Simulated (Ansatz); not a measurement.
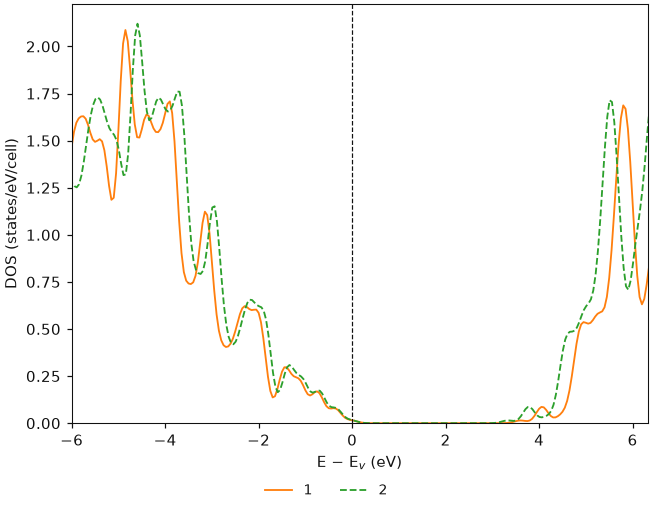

Total densities of states of C, space group Cmcm, 4 atoms in the cell, lonsdaleite (2H) type, uniaxial (x) strain +0.5%, by two methods on the same cell. The curves are built from the levels of the k mesh with Gaussians 0.3 eV wide, which also blur the band edges. Each is counted from its own valence-band top.

Which curve is which? The methods: PBE, r2SCAN.

1 is r2SCAN; 2 is PBE. r2SCAN gives a gap of 3.60 eV and PBE gives a gap of 3.33 eV.

Settings. r2SCAN: DFT, r2SCAN, plane waves, PAW, no spin polarisation, 12×12×6 k mesh, 500 eV cutoff (Ansatz 0.2.0). PBE: DFT, PBE, plane waves, PAW, no spin polarisation, 12×12×6 k mesh, 420 eV cutoff (Ansatz 0.2.0).
